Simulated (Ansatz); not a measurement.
**Geometry relaxation of Ti (part 2 of 2)**

The same run, continued: Ti (P6₃/mmc, 2 atoms in the cell); DFT PBE+D3(BJ), scalar-relativistic, plane waves, PAW, no spin polarisation (Ansatz 0.2.0); cutoff 420 eV, 18×18×10 k-mesh, Gaussian smearing of 0.1 eV. The structure derives from an entry of the Crystallography Open Database.

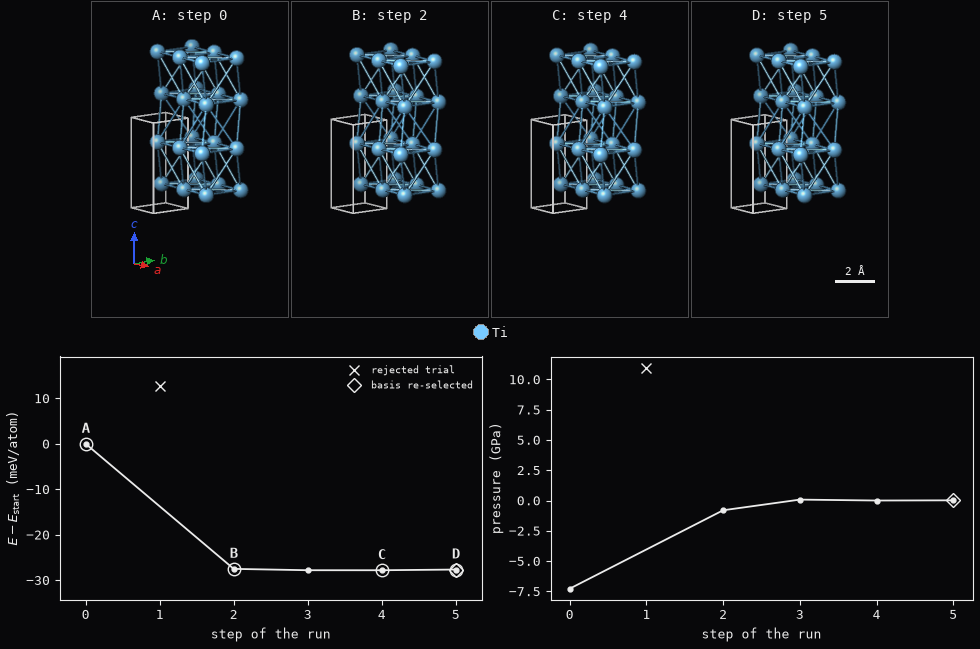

Fig. 1: Frames of the relaxation (ball-and-stick view of the cell of the calculation, repeated 3 × 2 × 2, seen slightly off an axis) above the curves, on which the letters mark them (the first geometry is step 0 here and step 1 in the log).

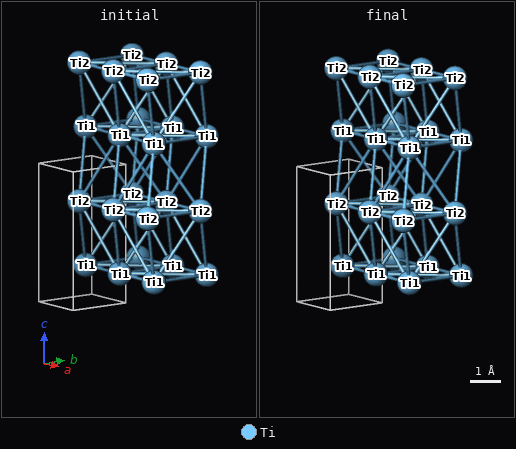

Fig. 2: Before (left) and after (right) the relaxation, at one scale (ball-and-stick view of the cell of the calculation, repeated 3 × 2 × 2, seen slightly off an axis). No atom moves by more than 0.005 Å relative to the cell. The volume changes by −6.5 %, with a = b 2.950 → 2.886 Å (−2.2 %), c 4.686 → 4.574 Å (−2.4 %). Among the contacts that change: Ti1–Ti2 2.897 → 2.830 Å, Ti1–Ti1 2.950 → 2.886 Å. The space group stays P6_3/mmc (No. 194). After 4 geometry steps the energy has fallen by 27.8 meV per atom. All forces vanish by symmetry, so only the cell relaxes. The pressure goes from −7.28 to 0.02 GPa. The line search rejected the trial step at point 1 (counted from 0) and went back. A last SCF at the same geometry on a re-selected plane-wave basis shifts the energy by +0.2 meV per atom. (Atoms are counted from 1 in the order of the input.)

```
basis re-selected at this cell: Δ(F+E_penalty+E_count) = +3.058e-4 eV, ΔP = +0.016 GPa vs the last step (what re-selecting the basis moved, of the pressure what is left beyond the Pulay correction that the steps carried, after the strain that the cell walked since its last selection, with what the two solves' SCF thresholds leave and, on support functions, any second-order correction that the steps lacked; it is no measure of the basis error at this ecutwfc). This SCF's stress stands 2.56e-2 GPa from its target on what of the cell is left free (relax.cell.stress_tol is 5.00e-2 GPa) and its largest allowed force component is 4.72e-16 eV/Å (relax.f_tol is 5.00e-3 eV/Å): within both
SCF converged after 6 iterations
Free energy (F): -5000.574263 eV
Harris-Foulkes:  -5000.574263 eV  (|F-HF|=1.82e-12)
Internal energy: -5000.565386 eV  (E = F + TS)
E sigma→0 (E₀):  -5000.569824 eV
Entropy (-TS):   -0.008878 eV (-4.439 meV/atom)
Fermi energy:    14.216016 eV
--- Per-component energies (eV) ---
  E_band       = -293.958322
  E_kinetic    = 547.539088
  E_local      = -1569.221516  (includes V_loc(G=0)·N_el)
  E_nonlocal   = 16.279939
  E_hartree    = 649.473840
  E_xc         = -195.849311
  E_vxc        = -245.115885  (∫ρ·V_xc dr)
  E_paw        = -2095.546878  (= ΣΔE_a)
  E_vpaw       = -342.387849  (= ΣTr[D̂ρ^β])
  E_aug_tail   = 0.000223  (compensation charges beyond the density's cutoff)
  E_ewald      = -2351.971146
  E_disp       = -1.269624  (pairwise vdW)
  E_smearing   = -0.008878  (= −TS)
  E_closure    = 0.000000  (closes the sum)
  Σ components = -5000.574263   (vs F -5000.574263, Δ=0.00e0)
--- Forces (eV/Å), atoms counted from 1 ---
  atom   1  Ti     0.00000000    -0.00000000     0.00000000
  atom   2  Ti     0.00000000     0.00000000    -0.00000000
  max |Σ_I F_I| component: 2.59e-16 eV/Å
--- Stress (GPa, compression-positive) ---
        0.025568       0.000000       0.000000
        0.000000       0.025568       0.000000
        0.000000       0.000000       0.002230
  P = ⅓ Tr σ = 0.0178 GPa (0.178 kbar)
--- Band table (eV; the first three rows and the last of 222) ---
  k-point 0: bands = ["-42.5218", "-42.3521", "-19.1911", "-18.4380", "-18.4380", "-18.3529", "-18.3204", "-18.3204", "7.9137", "11.3958", "15.0108", "15.0108", "15.1089", "15.1338", "15.5495", "15.5495"]
  k-point 1: bands = ["-42.5178", "-42.3563", "-19.1715", "-18.4352", "-18.4352", "-18.3744", "-18.3233", "-18.3233", "8.0024", "11.3622", "14.9494", "14.9657", "14.9657", "15.0833", "15.4990", "15.4990"]
  k-point 2: bands = ["-42.5059", "-42.3685", "-19.1143", "-18.4365", "-18.4269", "-18.4269", "-18.3317", "-18.3317", "8.2631", "11.2305", "14.5964", "14.8843", "14.8843", "14.9401", "15.3680", "15.3680"]
  k-point 221: bands = ["-42.3365", "-42.3365", "-18.9746", "-18.9746", "-18.7608", "-18.7608", "-18.4672", "-18.4672", "12.8881", "12.8881", "13.0637", "13.0637", "14.0094", "14.0094", "15.9778", "15.9778"]
--- Relaxed structure (5 steps of the walk, 4 accepted, 1 SCFs on fresh bases) ---
  F+E_penalty+E_count = -5000.57426309 eV   max|allowed force component| = 4.718e-16 eV/Å   (the final SCF, on the basis selected at the relaxed cell)
  cell:  # Å, volume = 33.0040 Å³
    - [2.886464975503042, -5.102110662089827e-35, 0.0]
    - [-1.443232487751521, 2.4997519959196612, 0.0]
    - [0.0, 0.0, 4.574082315348717]
  atoms:
    - { symbol: Ti, position: [0.3333333333333333, 0.6666666666666666, 0.25] }
    - { symbol: Ti, position: [0.6666666666666666, 0.3333333333333333, 0.7499999999999999] }
```

Trajectory as extended XYZ (Å, eV, eV/Å), 6 frames, from step=1 to step=6:
```
2
Lattice="2.9500 0.0000 0.0000 -1.4750 2.5548 0.0000 0.0000 0.0000 4.6860" Properties=species:S:1:pos:R:3:forces:R:3 step=1 energy=-5000.51896 pressure_GPa=-7.28
Ti    0.0000    1.7032    1.1715    0.0000   0.0000   0.0000
Ti    1.4750    0.8516    3.5145    0.0000   0.0000   0.0000
2
Lattice="2.8062 0.0000 0.0000 -1.4031 2.4302 0.0000 0.0000 0.0000 4.4715" Properties=species:S:1:pos:R:3:forces:R:3 step=2 energy=-5000.49350 pressure_GPa=10.98 accepted=F
Ti    0.0000    1.6202    1.1179    0.0000   0.0000   0.0000
Ti    1.4031    0.8101    3.3536    0.0000   0.0000   0.0000
2
Lattice="2.8916 0.0000 0.0000 -1.4458 2.5042 0.0000 0.0000 0.0000 4.5883" Properties=species:S:1:pos:R:3:forces:R:3 step=3 energy=-5000.57397 pressure_GPa=-0.80
Ti    0.0000    1.6695    1.1471    0.0000   0.0000   0.0000
Ti    1.4458    0.8347    3.4412    0.0000   0.0000   0.0000
2
Lattice="2.8856 0.0000 0.0000 -1.4428 2.4990 0.0000 0.0000 0.0000 4.5739" Properties=species:S:1:pos:R:3:forces:R:3 step=4 energy=-5000.57456 pressure_GPa=0.08
Ti    0.0000    1.6660    1.1435    0.0000   0.0000   0.0000
Ti    1.4428    0.8330    3.4305    0.0000   0.0000   0.0000
2
Lattice="2.8865 0.0000 0.0000 -1.4432 2.4998 0.0000 0.0000 0.0000 4.5741" Properties=species:S:1:pos:R:3:forces:R:3 step=5 energy=-5000.57457 pressure_GPa=0.00
Ti    0.0000    1.6665    1.1435    0.0000   0.0000   0.0000
Ti    1.4432    0.8333    3.4306    0.0000   0.0000   0.0000
2
Lattice="2.8865 0.0000 0.0000 -1.4432 2.4998 0.0000 0.0000 0.0000 4.5741" Properties=species:S:1:pos:R:3:forces:R:3 step=6 energy=-5000.57426 pressure_GPa=0.02
Ti    0.0000    1.6665    1.1435    0.0000   0.0000   0.0000
Ti    1.4432    0.8333    3.4306    0.0000   0.0000   0.0000
```

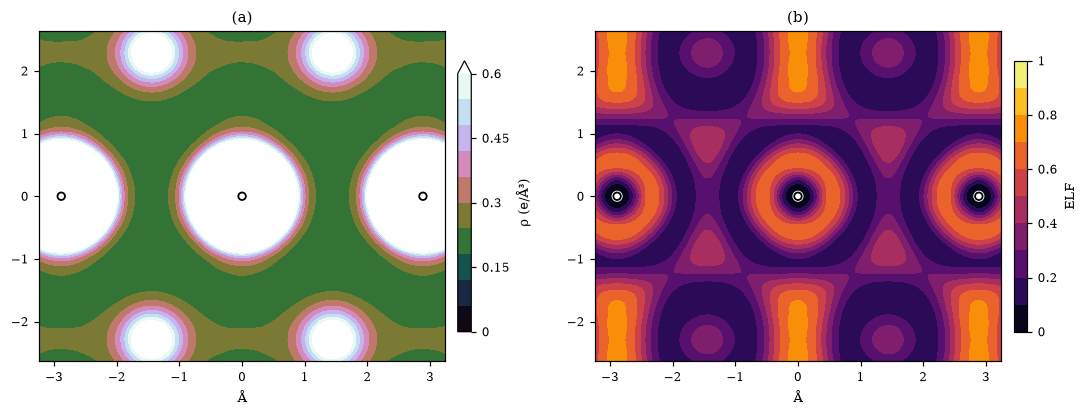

Fig. 3: (a) valence pseudo-density; (b) ELF on the (100) plane of the conventional cell. Circles mark the nuclei in the plane (Ti). The section cuts through Ti sites. Ti–Ti (2.89 Å): ρ at the midpoint is about 0.2 e/Å³; the ELF is about 0.25 at the midpoint (no localised pair between them). Away from the nuclei the density in this plane falls to 0.19 e/Å³ at its lowest. The strong features right at Ti lie inside the PAW spheres (semicore, d or f shells) and say nothing about bonding. In a PAW calculation such maps are meaningful between the atoms, not at the nuclei.

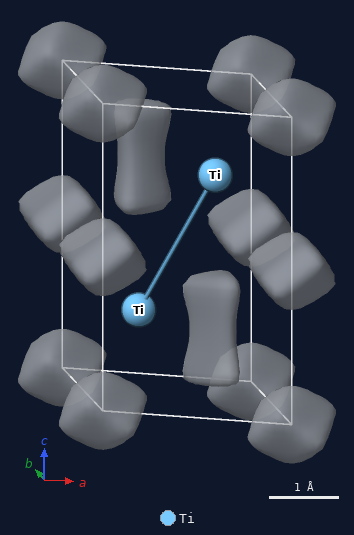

Fig. 4: Isosurface of the electron localisation function at 0.55 (grey), seen slightly off an axis. Core shells and regions of very low density are left out. Sticks mark near contacts. The outline is the cell set on symmetry axes. Along the contacts the grid gives the following. Ti–Ti (2.83 Å): the ELF is about 0.20 at the midpoint; no shared electron pair. Ti–Ti (2.89 Å): the ELF is about 0.25 at the midpoint; no shared electron pair.

The run was set up as follows.

Input file:
```yaml
crystal:
  lattice:
    - [2.9499978604, 0.0, 0.0]
    - [-1.4749989302, 2.5547730882, 0.0]
    - [0.0, 0.0, 4.686]
  atoms:
    - { symbol: Ti, position: [0.3333333333, 0.6666666667, 0.25] }
    - { symbol: Ti, position: [0.6666666667, 0.3333333333, 0.75] }
basis:
  ecutwfc: 420
kpoints:
  mp_grid: { grid: [18, 18, 10] }
hamiltonian:
  xc: pbe
  dispersion: d3bj
scf:
  occupations: { method: gaussian, width: 0.1 }
output:
  forces: true
  stress: true
  eigenvalues: true
  write_density: true
  write_potential: true
  elf: true
  volumetric_format: npy
relax:
  adjacent_minimum: "off"
  f_tol: 0.005
  max_steps: 80
  cell: { stress_tol: 0.05 }
```

Command:
```bash
ansatz run input.yaml --threads 4 --pin off --max-ram 10240MiB --backend cpu --events-out ev --progress --plain --runs-dir out
```

Key numbers:

```tsv
quantity	value
outcome	converged
space group (tolerance 0.01 Å)	P6₃/mmc (194)
electrons treated	24
free energy	−5000.5743 eV
Fermi energy	14.216 eV
gap on the k-point mesh	none (metallic)
pressure	0.02 GPa
final volume	33.00 Å³
largest force (length of the vector) at the end	under 0.001 eV/Å
final cell	a = 2.886 Å, b = 2.886 Å, c = 4.574 Å, α = 90.00°, β = 90.00°, γ = 120.00°
hardware	4 threads of AMD EPYC (Zen 5), 32 GiB of memory available, shared host
wall time	4.3 s (CPU time 16 s)
peak memory	0.5 GiB
```
